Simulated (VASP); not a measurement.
# O on Co(0001): binding against coverage, part 2 of 12

Aim: adsorption energy and work function of O on Co(0001) from low coverage to a full layer.

VASP 6.6.1, plane waves and PAW; the level of theory is named at each step.

Still holding for the runs below: The magnetic state follows from one typed start and may not be the lowest.

So far. Step 3 (The bulk reference, job self-consistent run, k-mesh …): The run ends at a pressure of -0.12 GPa.

## (4) Surface relaxation, cell 1 x 1, k-mesh 12×12×1

Level of this step: PBE, spin-polarised from a ferromagnetic start; plane waves and PAW (Co) (VASP).

System of this step: Co(0001). The cell holds 4 atoms: 4 Co. Its edges and angles: a = 2.489 Å, b = 2.489 Å, c = 21.042 Å, α = 90.0°, β = 90.0°, γ = 60.0°. It derives from Co. 4 layers of hcp Co, cut at this functional's lattice. Vacuum lies along c.

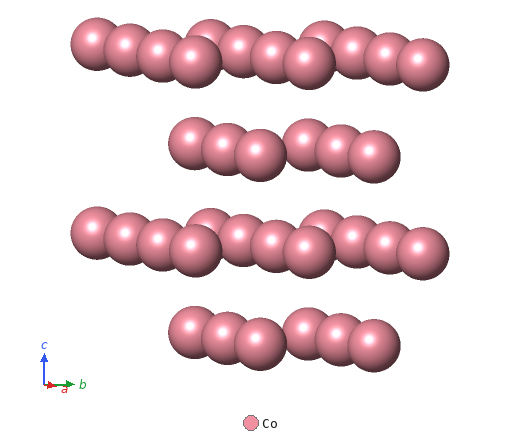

The cell of this step (cobalt pink). 3×2×1 cells are drawn. Some periodic images of atoms are drawn too.

The free atoms relax, while those held by selective dynamics keep their cut positions.

File INCAR:

```
SYSTEM = Co
PREC = Normal
ENCUT = 440
EDIFF = 1E-05
NELM = 120
ISMEAR = 1
SIGMA = 0.15
LREAL = .FALSE.
ALGO = Fast
GGA = PE
NBANDS = 31
ISPIN = 2
MAGMOM = 2 2 2 2
LASPH = .TRUE.
LMAXMIX = 4
LORBIT = 11
LWAVE = .FALSE.
LCHARG = .FALSE.
KPAR = 8
IBRION = 2
NSW = 30
ISIF = 2
EDIFFG = -0.03
POTIM = 0.4
MAXMIX = 40
IDIPOL = 3
LDIPOL = .TRUE.
DIPOL = 0.5 0.5 0.5
```

File POSCAR:

```
Co
1.0
    2.4892217852      0.0000000000      0.0000000000
    1.2446108926      2.1557293016      0.0000000000
    0.0000000000      0.0000000000     21.0421269460
Co
4
Selective dynamics
Direct
    0.6666666700      0.6666666700      0.3564278500  F F F
    0.0000000000      0.0000000000      0.4521426200  F F F
    0.6666666700      0.6666666700      0.5478573800  T T T
    0.0000000000      0.0000000000      0.6435721500  T T T
```

File KPOINTS:

```
Automatic mesh
0
Gamma
12 12 1
0 0 0
```

The projector-augmented-wave data sets are Co (PBE family, release 64).

Started as:

```console
mpirun -np 8 vasp_std
```

The program printed:

```text
[banner, memory and clock lines left out]
running    8 mpi-ranks, on    1 nodes
 distrk:  each k-point on    1 cores,    8 groups
 distr:  one band on    1 cores,    1 groups

 POSCAR found type information on POSCAR Co
 POSCAR found :  1 types and       4 ions
 [... a notice as in an earlier step ...]

 LDA part: xc-table for (Slater+PW92), standard interpolation
 POSCAR, INCAR and KPOINTS ok, starting setup
 FFT: planning ... GRIDC
 FFT: planning ... GRID_SOFT
 FFT: planning ... GRID
 WAVECAR not read
 entering main loop
       N       E                     dE             d eps       ncg     rms          rms(c)
DAV:   1     0.238960898382E+03    0.23896E+03   -0.14463E+04  2356   0.109E+03
DAV:   2    -0.163157885504E+02   -0.25528E+03   -0.23625E+03  2384   0.261E+02
DAV:   3    -0.304638133711E+02   -0.14148E+02   -0.13705E+02  2720   0.892E+01
DAV:   4    -0.306501373290E+02   -0.18632E+00   -0.18624E+00  2605   0.112E+01
DAV:   5    -0.306566537838E+02   -0.65165E-02   -0.65163E-02  3625   0.136E+00    0.204E+01
RMM:   6    -0.389841930137E+02   -0.83275E+01   -0.38251E+01  2358   0.582E+01    0.425E+01
RMM:   7    -0.321119657450E+02    0.68722E+01   -0.10091E+01  2374   0.267E+01    0.336E+01
RMM:   8    -0.258507011628E+02    0.62613E+01   -0.32615E+00  2371   0.174E+01    0.103E+01
RMM:   9    -0.259590720764E+02   -0.10837E+00   -0.55243E-01  2384   0.596E+00    0.472E+00
RMM:  10    -0.262865668666E+02   -0.32749E+00   -0.28082E-01  2371   0.373E+00    0.230E+00
RMM:  11    -0.268818042390E+02   -0.59524E+00   -0.13348E-01  2382   0.242E+00    0.103E+01
RMM:  12    -0.262426283116E+02    0.63918E+00   -0.68865E-02  2388   0.225E+00    0.213E+00
RMM:  13    -0.263100600920E+02   -0.67432E-01   -0.19279E-02  2408   0.103E+00    0.188E+00
RMM:  14    -0.263356267055E+02   -0.25567E-01   -0.12368E-02  2398   0.907E-01    0.809E-01
RMM:  15    -0.264224302570E+02   -0.86804E-01   -0.21238E-02  2460   0.623E-01    0.764E-01
RMM:  16    -0.265005963236E+02   -0.78166E-01   -0.26932E-02  2500   0.656E-01    0.500E-01
RMM:  17    -0.265833952195E+02   -0.82799E-01   -0.21099E-02  2480   0.503E-01    0.401E-01
RMM:  18    -0.266400268873E+02   -0.56632E-01   -0.17418E-02  2475   0.424E-01    0.295E-01
RMM:  19    -0.266560018738E+02   -0.15975E-01   -0.46912E-03  2434   0.240E-01    0.219E-01
RMM:  20    -0.266647809001E+02   -0.87790E-02   -0.18009E-03  2404   0.159E-01    0.155E-01
RMM:  21    -0.266773673787E+02   -0.12586E-01   -0.12138E-03  2401   0.121E-01    0.902E-02
RMM:  22    -0.266817920825E+02   -0.44247E-02   -0.23044E-04  2283   0.634E-02    0.568E-02
RMM:  23    -0.266868098638E+02   -0.50178E-02   -0.19586E-04  2121   0.569E-02    0.328E-02
RMM:  24    -0.266890186784E+02   -0.22088E-02   -0.12589E-04  1971   0.357E-02    0.286E-02
RMM:  25    -0.266894962809E+02   -0.47760E-03   -0.26250E-05  1686   0.242E-02    0.167E-02
RMM:  26    -0.266897123456E+02   -0.21606E-03   -0.18101E-05  1611   0.173E-02    0.112E-02
RMM:  27    -0.266898726219E+02   -0.16028E-03   -0.13496E-05  1545   0.129E-02    0.657E-03
RMM:  28    -0.266899306367E+02   -0.58015E-04   -0.55525E-06  1479   0.914E-03    0.376E-03
RMM:  29    -0.266899629021E+02   -0.32265E-04   -0.27542E-06  1322   0.670E-03    0.299E-03
RMM:  30    -0.266899757977E+02   -0.12896E-04   -0.90212E-07  1164   0.460E-03    0.237E-03
RMM:  31    -0.266899793208E+02   -0.35231E-05   -0.39430E-07  1112   0.401E-03
   1 F= -.26689979E+02 E0= -.26690945E+02  d E =-.266900E+02  mag=     6.7747
 curvature:   0.00 expect dE= 0.000E+00 dE for cont linesearch  0.000E+00
 trial: gam= 0.00000 g(F)=  0.195E-01 g(S)=  0.000E+00 ort = 0.000E+00 (trialstep = 0.100E+01)
 search vector abs. value=  0.195E-01
 bond charge predicted
       N       E                     dE             d eps       ncg     rms          rms(c)
DAV:   1    -0.266947355382E+02   -0.47597E-02   -0.30149E+00  2517   0.838E+00    0.864E-01
RMM:   2    -0.267012552524E+02   -0.65197E-02   -0.37648E-02  2362   0.180E+00    0.478E-01
RMM:   3    -0.267033718095E+02   -0.21166E-02   -0.94962E-03  2463   0.668E-01    0.189E-01
RMM:   4    -0.267040377139E+02   -0.66590E-03   -0.20405E-03  2597   0.317E-01    0.126E-01
RMM:   5    -0.267042846938E+02   -0.24698E-03   -0.32102E-04  2413   0.119E-01    0.718E-02
RMM:   6    -0.267045220030E+02   -0.23731E-03   -0.11973E-04  2305   0.644E-02    0.193E-02
RMM:   7    -0.267046714299E+02   -0.14943E-03   -0.36728E-05  1852   0.338E-02    0.150E-02
RMM:   8    -0.267047053497E+02   -0.33920E-04   -0.79066E-06  1601   0.176E-02    0.125E-02
RMM:   9    -0.267047292309E+02   -0.23881E-04   -0.29432E-06  1498   0.121E-02    0.801E-03
RMM:  10    -0.267047367225E+02   -0.74916E-05   -0.16776E-06  1475   0.744E-03
   2 F= -.26704737E+02 E0= -.26705770E+02  d E =-.147574E-01  mag=     6.7862
[...]
3 F= -.26709291E+02 E0= -.26710412E+02  d E =-.193122E-01  mag=     6.7970
[...]
4 F= -.26709366E+02 E0= -.26710480E+02  d E =-.193862E-01  mag=     6.7949
 curvature:  -0.88 expect dE=-0.378E-04 dE for cont linesearch -0.162E-04
 ZBRENT: accuracy reached
 trial: gam=-0.02856 g(F)=  0.429E-04 g(S)=  0.000E+00 ort = 0.600E-03 (trialstep = 0.118E+01)
 search vector abs. value=  0.245E-04
 bond charge predicted
       N       E                     dE             d eps       ncg     rms          rms(c)
DAV:   1    -0.267093838454E+02   -0.18426E-04   -0.50613E-03  2510   0.340E-01    0.376E-02
RMM:   2    -0.267093537087E+02    0.30137E-04   -0.64081E-05  2213   0.714E-02    0.268E-02
RMM:   3    -0.267094112604E+02   -0.57552E-04   -0.19127E-05  1590   0.301E-02    0.801E-03
RMM:   4    -0.267094139322E+02   -0.26718E-05   -0.36116E-06  1455   0.159E-02
   5 F= -.26709414E+02 E0= -.26710533E+02  d E =-.483980E-04  mag=     6.7950
 ZBRENT: can't locate minimum, use default step
 trial-energy change:   -0.000048  1 .order   -0.000028   -0.000030   -0.000026
 step:   4.7149(harm=  7.9412)  dis= 0.00370  next Energy=   -26.709468 (dE=-0.102E-03)
 reached required accuracy - stopping structural energy minimisation
```

Run time: 34 s. Hardware: 8 MPI ranks of AMD EPYC 9R45, shared host; peak memory 1.8 GiB; 3.5 min of CPU time.

Parts of OUTCAR (step 4):

```text
  LATTYP: Found a hexagonal cell.
 ALAT       =     2.4892217852
 C/A-ratio  =     8.4532953517

 Subroutine GETGRP returns: Found 12 space group operations
 (whereof  6 operations were pure point group operations)

The static configuration has the point symmetry C_3v.
 The point group associated with its full space group is D_3d.

 Found     19 irreducible k-points:

   k-points           NKPTS =     19   k-points in BZ     NKDIM =     19   number of bands    NBANDS=     31

   dimension x,y,z NGX =    14 NGY =   14 NGZ =  108
   dimension x,y,z NGXF=    28 NGYF=   28 NGZF=  216

   ENCUT  =  440.0 eV  32.34 Ry    5.69 a.u.   4.26  4.26 35.99*2*pi/ulx,y,z

   NELECT =      36.0000    total number of electrons

 dipolmoment           0.000000      0.000000     -0.001696 electrons x Angstroem

 E-fermi :   1.0205

 spin component 1
 k-point     1 :       0.0000    0.0000    0.0000
  band No.  band energies     occupation
    ...
     20      -0.0513      1.00000
     21      -0.0513      1.00000
     22       0.0610      1.00000
     23       0.0610      1.00000
     24       0.1973      1.00000
     25       1.1937     -0.03462
     26       5.6350      0.00000
     27       5.7506      0.00000
     28       7.0071      0.00000
     29       7.9482      0.00000
    ...

 k-point     2 :       0.0833    0.0000    0.0000
  band No.  band energies     occupation
    ...
     20      -0.4196      1.00000
     21      -0.1834      1.00000
     22      -0.0522      1.00000
     23       0.0785      1.00000
     24       0.8661      1.02794
     25       1.9347     -0.00000
     26       5.8654      0.00000
     27       5.9562      0.00000
     28       7.2358      0.00000
     29       8.1229      0.00000
    ...

 k-point     3 :       0.1667    0.0000    0.0000
  band No.  band energies     occupation
    ...
     19      -0.5186      1.00000
     20      -0.4910      1.00000
     21      -0.0569      1.00000
     22       0.1167      1.00000
     23       0.1618      1.00000
     24       1.7914     -0.00000
     25       3.2467     -0.00000
     26       6.5469      0.00000
     27       6.5728      0.00000
     28       7.9207      0.00000
    ...

 k-point     4 :       0.2500    0.0000    0.0000
  band No.  band energies     occupation
    ...
     19      -0.3967      1.00000
     20      -0.3963      1.00000
     21      -0.0497      1.00000
     22       0.1571      1.00000
     23       0.7465      1.01342
     24       2.8695     -0.00000
     25       4.7926      0.00000
     26       7.5408      0.00000
     27       7.7073      0.00000
     28       9.0549      0.00000
    ...

  Total       -1.4174014     -1.4174014     -0.7684690      0.0000000      0.0000000      0.0000000
  in kB      -20.1120333    -20.1120333    -10.9040910      0.0000000      0.0000000      0.0000000
  external PRESSURE =     -17.0427192 kB  Pullay stress =       0.0000000 kB

  energy-cutoff  :      440.00
  volume of cell :      112.91
      direct lattice vectors                 reciprocal lattice vectors
     2.489221785  0.000000000  0.000000000     0.401731981 -0.231940068  0.000000000
     1.244610893  2.155729302  0.000000000     0.000000000  0.463880135  0.000000000
     0.000000000  0.000000000 21.042126946     0.000000000  0.000000000  0.047523713

 POSITION                                       TOTAL-FORCE (eV/Angst)
 -----------------------------------------------------------------------------------
      2.48922      1.43715      7.50000        -0.000000      0.000000      0.415131
      0.00000      0.00000      9.51404         0.000000      0.000000     -0.447799
      2.48922      1.43715     11.57248        -0.000000      0.000000      0.017710
      2.48922      0.00000     13.51497        -0.000000     -0.000000      0.014958
 -----------------------------------------------------------------------------------
    total drift:                                0.000000      0.000000     -0.012168

  FREE ENERGIE OF THE ION-ELECTRON SYSTEM (eV)
  ---------------------------------------------------
  free  energy   TOTEN  =       -26.7094139322 eV

  energy  without entropy=      -26.7127726047  energy(sigma->0) =      -26.71053349

 vacuum level on the upper side and lower side of the slab         5.763         5.861

 total charge
# of ion       s       p       d       tot
------------------------------------------
    1        0.479   0.403   7.228   8.110
    2        0.485   0.514   7.255   8.255
    3        0.493   0.531   7.268   8.292
    4        0.488   0.419   7.244   8.151
--------------------------------------------------
tot          1.944   1.867  28.995  32.807

 magnetization (x)
# of ion       s       p       d       tot
------------------------------------------
    1       -0.012  -0.044   1.801   1.745
    2       -0.013  -0.051   1.768   1.704
    3       -0.013  -0.051   1.757   1.692
    4       -0.012  -0.044   1.784   1.728
--------------------------------------------------
tot         -0.050  -0.190   7.110   6.869

[... 1 part as in an earlier step ...]

[... 11 further parts left out ...]
```

The run keeps the 6 symmetry operations of its start, so it cannot find a distortion of lower symmetry.

The steps of the relaxation:

```csv
step,energy less that of the first step (eV),largest force (eV/Å)
1,0.0000,0.5981
2,-0.0148,0.3078
3,-0.0193,0.0399
4,-0.0194,0.0320
5,-0.0194,0.0177
```

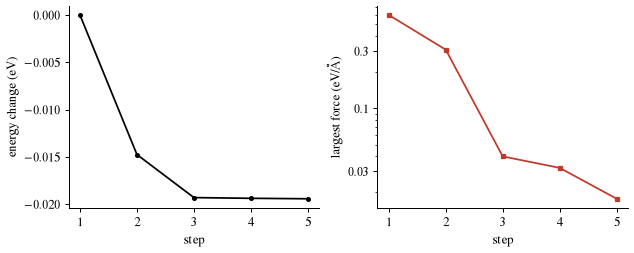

Energy and largest force along the relaxation.

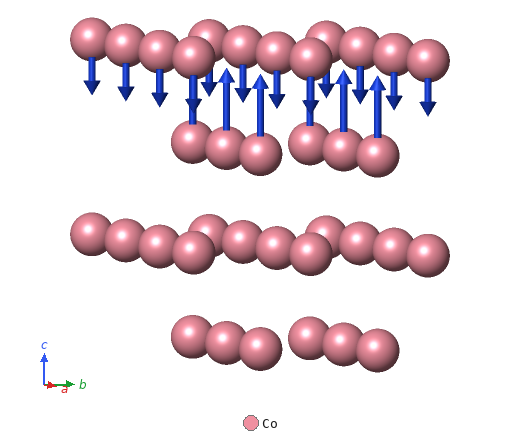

Displacements in the relaxation, exaggerated; the longest in the cell stands for 0.04 Å. 3×2×1 cells are drawn. Some periodic images of atoms are drawn too.

The atoms that moved most (Å):

```csv
atom,dx,dy,dz,length
Co3,0.000,0.000,0.044,0.044
Co4,0.000,0.000,-0.027,0.027
```

Final coordinates:

```
Co
1.0
     2.48922    0.00000    0.00000
     1.24461    2.15573    0.00000
     0.00000    0.00000   21.04213
Co
4
Direct
  0.66667 0.66667 0.35643
  0.00000 0.00000 0.45214
  0.66667 0.66667 0.54997
  0.00000 0.00000 0.64228
```

This step gave:

| Quantity | Value |
| --- | --- |
| electronic cycles | 53 |
| electrons | 36 |
| free energy (TOTEN) | -26.71 eV |
| energy at zero smearing | -26.71 eV |
| Fermi energy | 1.020 eV |
| moment of the cell, from the last line of the log | 6.79 μB |
| dipole moment | 0, 0, -0.001696 e·Å |

Spin moment in the PAW sphere by atom:

```csv
atom,spin moment in the PAW sphere (μB)
Co1,1.75
Co2,1.70
Co3,1.69
Co4,1.73
```

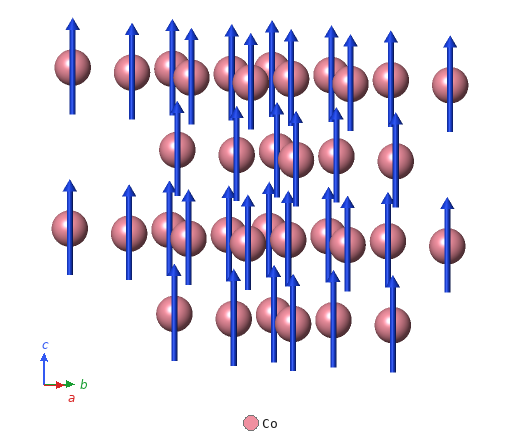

Spin moment in the PAW sphere as arrows, the longest 1.75 μB. Up and down stand for the sign. Arrows give size and sign along the axis of quantisation, drawn up and down the page. 3×2×1 cells are drawn. Some periodic images of atoms are drawn too.

The run ended after 5 ionic steps, 0.019 eV below its first step, once the forces on the free atoms met EDIFFG = -0.03.

(Part 2 of 12 ends here.)

[Lines on the potential files, build, host, timing and source positions are cut from VASP's logs without a mark.]

[Logs are printed without paths, hosts, clocks, repeated set-up lines and the standing remarks that a program may print on its own settings, such as how far it seeks lower states.]

[Hosts, paths, dates, database ids (printed as entryN), source tags and the programs' standing remarks are cut or masked in the printed files.]

[Runs that stopped without an error message from VASP are left out.]
